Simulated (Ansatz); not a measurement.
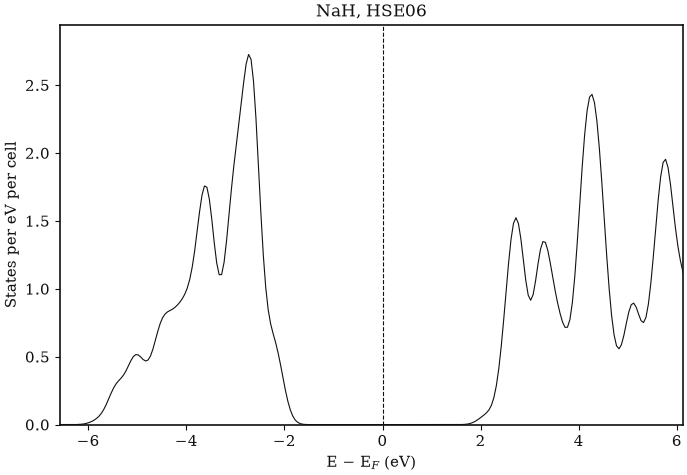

Density of states. Energies are counted from the Fermi level, put mid-gap where there is a gap. The curve is built from the levels of the k mesh with Gaussians 0.4 eV wide, which also blur the band edges.

The material is NaH, space group P2_1/m, 4 atoms in the cell, wurtzite type, shear (xy) strain +2.2%.

Ansatz 0.2.0; DFT, HSE06, plane waves, PAW, no spin polarisation, 6×6×4 k mesh, 420 eV cutoff.

**Is there a gap at the Fermi level, and how wide?**

There is a gap; over the k points computed it is 4.26 eV (indirect; the smallest direct gap is 5.11 eV).

**How wide is the upper valence band?**

The upper group of valence states starts about 3.6 eV under the valence-band top (which lies at −2.1 eV on this axis), with a gap beneath it; it holds about 4 electrons a cell.

**Where is the tallest peak of the filled states in the window?**

Within the window shown, the tallest peak of the filled states lies 0.6 eV under the valence-band top, at about 2.7 states per eV and cell.
